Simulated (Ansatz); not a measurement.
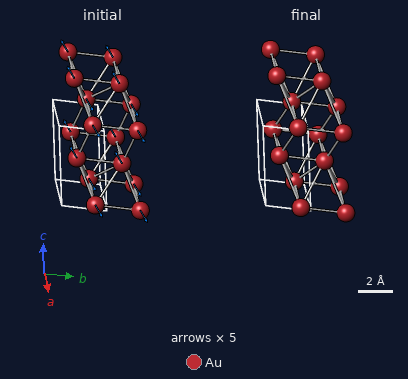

The structure of solid Au (set up in P-1) before (left) and after (right) a relaxation, at one scale. The blue arrows give the displacements, 5 times their true length.

Style: ball-and-stick. Shown: the cell of the calculation, repeated 2 × 2 × 2 with one cell outlined, from a free direction.

Case: the database's cell, atoms relaxed.

Theory: DFT r2SCAN, scalar-relativistic, plane waves, PAW (Ansatz).

The input:
```yaml
crystal:
  lattice:
    - [2.8154890579, 0.0, 0.0]
    - [-0.0129553469, 2.8201795887, 0.0]
    - [-1.1378916452, -1.1854109603, 4.9240140333]
  atoms:
    - { symbol: Au, position: [0.327138, 0.334038, 0.725945] }
    - { symbol: Au, position: [0.672862, 0.665962, 0.274055] }
basis:
  ecutwfc: 500
kpoints:
  mp_grid: { grid: [16, 16, 8] }
hamiltonian:
  xc: r2scan
scf:
  occupations: { method: gaussian, width: 0.1 }
output:
  forces: true
  stress: true
  eigenvalues: true
relax:
  adjacent_minimum: "off"
  f_tol: 0.01
  max_steps: 40
```

Launched with:
```bash
ansatz run input.yaml --threads 1 --pin off --max-ram 2560MiB --backend cpu --events-out ev --progress --plain --runs-dir out
```

### What changed between the two?

The run was cut off at its time limit before the relaxation converged, so the last structure is only a point on the way. Over 7 accepted moves (8 points after the start) the energy falls by 2.8 meV per atom. Largest force component: 0.034 eV/Å at the start, 0.028 eV/Å at the end. 1 step only repeated the SCF at the same geometry. The forces were under the threshold at step 4, but the run went on from there. The largest moves, 0.21 Å, are those of Au1 and Au2. Au1 goes roughly along [−3 −1 1]. The lattice vectors keep their values. Some distances before and after: Au1–Au2 3.052 → 3.390 Å, Au1–Au2 (another image) 3.001 → 3.211 Å, Au1–Au2 (another image) 2.917 → 2.779 Å, Au1–Au2 (another image) 2.982 → 2.996 Å. The space group stays P-1 (No. 2). The run took 6.4 min on 1 thread of Intel(R) Xeon(R) 6975P-C (Granite Rapids), on a shared host, peak memory 1.2 GiB.
